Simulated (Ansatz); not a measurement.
# Energy of PbS along an even scaling of the cell

System: PbS (2 atoms in the cell).
Method: Hartree–Fock for a periodic cell, Ansatz PAW, no spin polarisation (Ansatz 0.2.0).

The 5 runs differ only in the geometry, by an even scaling of the cell at fixed fractional positions. The structure derives from an entry of the Crystallography Open Database.

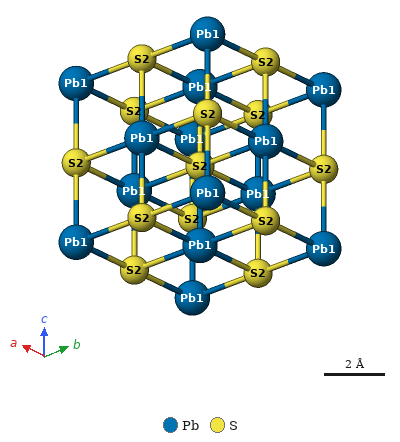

Figure 1. The structure of run 3 (ball-and-stick view of the cell 4 times as large as that of the calculation, set on its symmetry axes, seen at an oblique angle; atoms are numbered from 1 in the order of the input).

### Input of run 3
```yaml
crystal:
  lattice:
    - [0.0, 2.96575, 2.96575]
    - [2.96575, 0.0, 2.96575]
    - [2.96575, 2.96575, 0.0]
  atoms:
    - { symbol: Pb, position: [0.0, 0.0, 0.0] }
    - { symbol: S, position: [0.5, 0.5, 0.5] }
hamiltonian:
  xc: hf
  pseudopotentials: { kind: paw }
kpoints:
  mp_grid: { grid: [4, 4, 4] }
scf:
  occupations: { method: fermi_dirac, width: 0.05 }
output:
  forces: true
  stress: true
  eigenvalues: true
```

Command:
```bash
ansatz run input.yaml --threads 2 --pin off --max-ram 5632MiB --backend cpu --events-out ev --progress --plain --runs-dir out
```

Lattice vectors (Å) and fractional positions of run 3:
```
   0.000000    2.965750    2.965750
   2.965750    0.000000    2.965750
   2.965750    2.965750    0.000000
Pb  0.000000  0.000000  0.000000
S   0.500000  0.500000  0.500000
```

Run 2 differs from it as follows:
```diff
-    - [0.0, 2.96575, 2.96575]
-    - [2.96575, 0.0, 2.96575]
-    - [2.96575, 2.96575, 0.0]
+    - [0.0, 2.9458450378, 2.9458450378]
+    - [2.9458450378, 0.0, 2.9458450378]
+    - [2.9458450378, 2.9458450378, 0.0]
```

### Results, with one run withheld

```csv
run,volume per atom (Å³),"free energy per atom, from the lowest run given (meV)",pressure (GPa),gap on the mesh (eV)
1,24.521,166.17,14.03,4.94
2,25.564,?,?,?
3,26.086,58.63,8.27,5.32
4,27.129,14.90,5.25,5.53
5,27.651,0.00,3.94,5.63
```

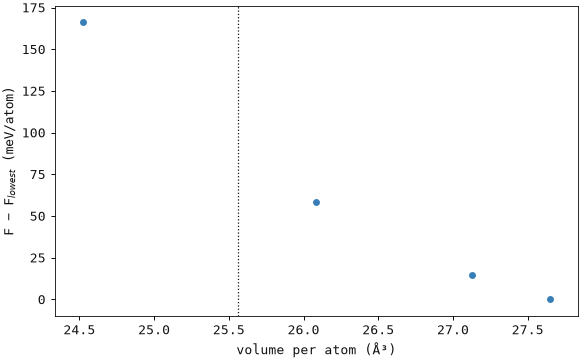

Figure 2. Free energy per atom of the runs given; the dotted line marks run 2.

Estimate the energy of run 2 from the others.

A quadratic polynomial in V^(−2/3) (the Birch–Murnaghan form), fitted to the 4 runs given, misses them by at most 0.01 meV per atom. With x = V^(−2/3) − 0.11307 Å⁻², it reads F = 47.954 + 16560 x + 9.7909e+05 x² (meV per atom). At run 2 it gives 88.38 meV per atom, and the run itself gives 88.31. The slope of the fit gives a pressure −dF/dV of 10.01 GPa there, and the run prints 10.01 GPa. The fit has no minimum inside this range. The gap on the mesh goes, without turning, from 4.94 eV in run 1 to 5.63 eV in run 5; run 2 has 5.20 eV. These are gaps of this functional on this mesh, which can miss the band edges; they aren't the measured gap.

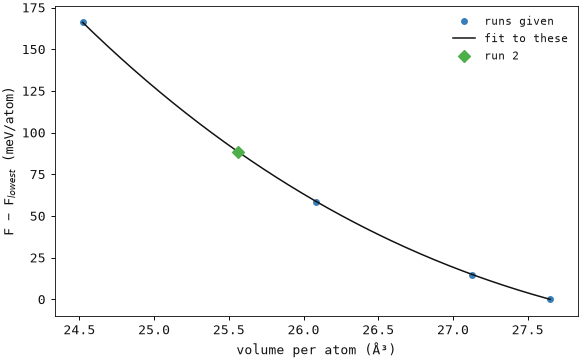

Figure 3. The fit and the withheld run.

### Output, shortened to warnings, some set-up lines, iterations and results (run 2)
```
Warning: output.stress: scf.convergence.dr2_threshold = 1e-7 eV (the SCF's general default) is looser than the 2e-10 eV advised for a printed stress (1e-10 eV for each atom of the cell: 2). What an SCF threshold leaves in a stress goes as its square root, and in the free energy as the threshold itself, and one threshold admits the most on a small cell: of the crystals measured, under no hybrid …
Warning: output.stress: scf.exx.energy_threshold = 1e-6 eV is looser than the 2e-8 eV advised for a stress under a hybrid functional (1e-8 eV for each atom of the cell: 2). Every SCF of the exchange loop can meet its threshold on dr2 while the loop round them stops early: no threshold on dr2 bounds what that leaves in the stress. Set scf.exx.energy_threshold to 2e-8 eV or tighter. The threshold …
Basis set: ecut = 420 eV, 965 PW (Γ)
Symmetry: 48 space group operations
k-points: 8 of 64
Initial density: superposition of atomic densities (neutral atoms: chi_scale 0, normalization atom), corrected by the library's trained network
[...]
SCF iter   1: F=—  HF=-12654.827694 eV  |F-HF|=—  |Δ(HF+E_count)|=         —  Δρ=6.52e-3  dr2=3.17e-2  ethr=1.77e-3  ⟨swp⟩=10.2  Hψ=506  notcnv=0
SCF iter   2: F=—  HF=-12654.820836 eV  |F-HF|=—  |Δ(HF+E_count)|=   6.86e-3  Δρ=2.33e-3  dr2=4.94e-3  ethr=1.58e-4  ⟨swp⟩=3.6  Hψ=243  notcnv=0  defer=6
SCF iter   3: F=—  HF=-12654.820224 eV  |F-HF|=—  |Δ(HF+E_count)|=   6.12e-4  Δρ=4.86e-4  dr2=6.19e-5  ethr=2.96e-7  ⟨swp⟩=4.1  Hψ=529  notcnv=0  defer=2
SCF iter   4: F=-12654.820247 eV  HF=-12654.820245 eV  |F-HF|=1.75e-6  |Δ(HF+E_count)|=   2.11e-5  Δρ=1.23e-4  dr2=4.98e-6  ethr=2.96e-7  ⟨swp⟩=2.4  Hψ=198  notcnv=0  defer=1
SCF 1 stopped early in 4 iterations: F = -12654.820247 eV  dr2 = 4.98e-6
[... 12 lines ...]
SCF iter   1: F=—  HF=-12660.459533 eV  |F-HF|=—  |Δ(HF+E_count)|=         —  Δρ=4.08e-5  dr2=6.23e-7  ethr=3.16e-7  ⟨swp⟩=3.5  Hψ=241  notcnv=0
SCF iter   2: F=—  HF=-12660.459534 eV  |F-HF|=—  |Δ(HF+E_count)|=   6.10e-7  Δρ=2.31e-5  dr2=1.94e-7  ethr=2.61e-9  ⟨swp⟩=4.1  Hψ=305  notcnv=0  defer=1
SCF iter   3: F=—  HF=-12660.459534 eV  |F-HF|=—  |Δ(HF+E_count)|=   1.98e-8  Δρ=9.12e-6  dr2=4.82e-8  ethr=8.68e-10  ⟨swp⟩=4.1  Hψ=306  notcnv=0  defer=1
SCF iter   4: F=-12660.459534 eV  HF=-12660.459534 eV  |F-HF|=3.51e-9  |Δ(HF+E_count)|=   1.31e-8  Δρ=2.81e-6  dr2=4.40e-9  ethr=1.85e-10  ⟨swp⟩=4.1  Hψ=242  notcnv=0  defer=1
SCF 4 converged in 4 iterations: F = -12660.459534 eV  dr2 = 4.40e-9
  Residual-converged pass: ⟨swp⟩=3.4  Hψ=253  notcnv=0  max |occ|·‖R‖ = 2.3e-6 eV (tolerance 2.4e-6 eV)  dr2=4.79e-9  dr2_onsite=1.14e-9  max |Δocc| = 0.0e0
hybrid outer 3: dexx = +6.691e-7 eV, tail = 2.96e-8 eV, Δε = 7.29e-4 eV (about 6.24e-5 eV left of the loop's levels)
hybrid SCF converged: 3 outer / 14 inner (+4 warm-up), last move |dexx| = 6.69e-7 eV, tail = 2.96e-8 eV
Stability not checked: this state was not tested for a lower state beside it, because the functional holds exact exchange (a hybrid, or Hartree-Fock), whose exchange loop this test does not read (fock_operator; see scf.lower_state_search)
Free energy (F): -12660.459534 eV
Frozen-core exchange: fock
Harris-Foulkes:  -12660.459534 eV  (|F-HF|=3.51e-9)
Internal energy: -12660.459534 eV  (E = F + TS)
E sigma→0 (E₀):  -12660.459534 eV
Fermi energy:    10.248603 eV
--- Per-component energies (eV) ---
  E_band       = -173.282671
  E_kinetic    = 393.527906
  E_local      = -1202.066454  (includes V_loc(G=0)·N_el)
  E_nonlocal   = 373.212639
  E_hartree    = 473.937921
  E_xc         = 0.000000
  E_vxc        = 0.000000  (∫ρ·V_xc dr)
  E_exx        = -204.900004  (= α·E_x^exact, valence–valence)
  E_paw        = -10971.853350  (= ΣΔE_a)
  E_vpaw       = -276.035130  (= ΣTr[D̂ρ^β])
  E_aug_tail   = 0.000056  (compensation charges beyond the density's cutoff)
  E_ewald      = -1523.582094
  E_core_change = 1.263855  (= ΣΔE_core)
  E_smearing   = -0.000000  (= −TS)
  E_closure    = -0.000009  (closes the sum)
  Σ components = -12660.459534   (vs F -12660.459534, Δ=1.82e-12)
--- Forces (eV/Å), atoms counted from 1 ---
  atom   1  Pb    -0.00000000     0.00000000     0.00000000
  atom   2  S      0.00000000    -0.00000000     0.00000000
  max |Σ_I F_I| component: 5.88e-30 eV/Å
--- Stress (GPa, compression-positive) ---
       10.008571      -0.000000      -0.000000
       -0.000000      10.008571      -0.000000
        0.000000       0.000000      10.008571
  P = ⅓ Tr σ = 10.0086 GPa (100.086 kbar)
```

The program warns: the exchange loop's threshold is looser than advised for the stress; the SCF threshold is looser than advised for the printed stress. Points of doubt noted for this run: forces on files of another functional. Spin–orbit coupling is left out, which matters for Pb.
